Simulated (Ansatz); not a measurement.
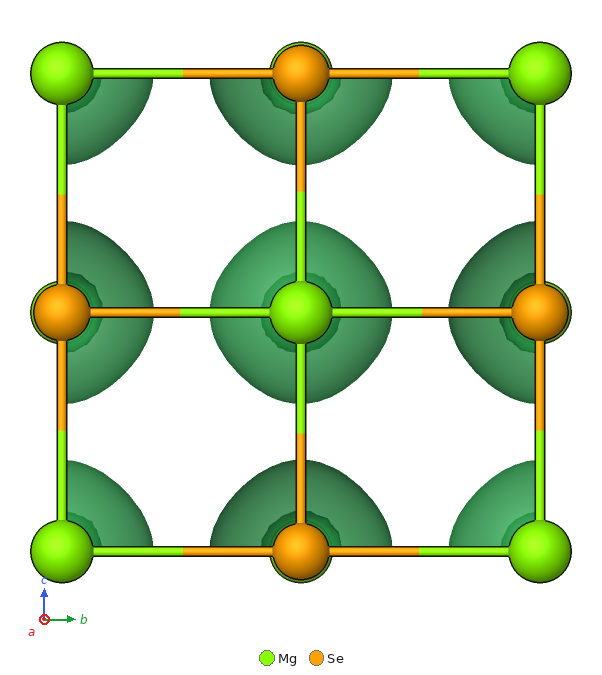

Figure 1: MgSe. Density of the Kohn–Sham states from −0.6 to 0.0 eV about the valence-band maximum (the top of the valence band), scaled to one electron a cell: green surface at 0.08 1/Å³, in the conventional cell seen along the a axis.

Space group Fm-3m; the calculation finds a residual pressure of about −2 GPa at this fixed cell.

The calculation used Ansatz, DFT LDA, scalar-relativistic, plane waves, PAW.

Core electrons are frozen (PAW), so the fields are smoothed inside the atomic spheres.

**Which atoms and orbitals make up these states?**

Löwdin projections on the PAW files' atomic orbitals give Se 4p (over 95 %).
In space (atomic cells sized by Bader volumes) the density divides as Se over 95 % and Mg little.

The run took 4.1 s on 1 thread of Arm Neoverse N1, on a shared host, peak memory 0.31 GiB.
